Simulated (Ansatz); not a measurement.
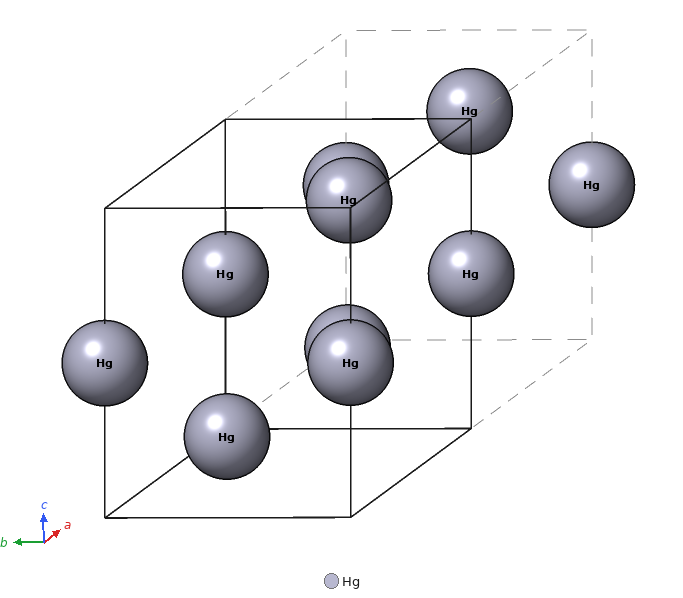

The crystal in a spheres-only representation, seen from a general direction. The structure is repeated 2×1×1 times; solid lines mark one drawn cell (a repeat of the simulation cell).

Hg, a = 4.24 Å, b = 4.22 Å, c = 5.87 Å, α = 89.98°, β = 90.64°, γ = 119.59°.

Method used: DFT PBEsol, scalar-relativistic, plane waves, PAW in Ansatz 0.2.0. It ran with E_cut = 420 eV, k-points about 0.17 Å⁻¹ apart, Gaussian smearing of 0.1 eV, no spin polarisation.

Question: What is the electronic character?

Answer: A metal: bands cross the Fermi level.

Question: Which way would the volume go on relaxing?

Answer: The computed pressure is -3.6 GPa (stretched: it would shrink).

Origin of the cell: a structure listed in the Materials Project. The cell was then strained or its atoms displaced on purpose. It was run through Ansatz as a DFT input.
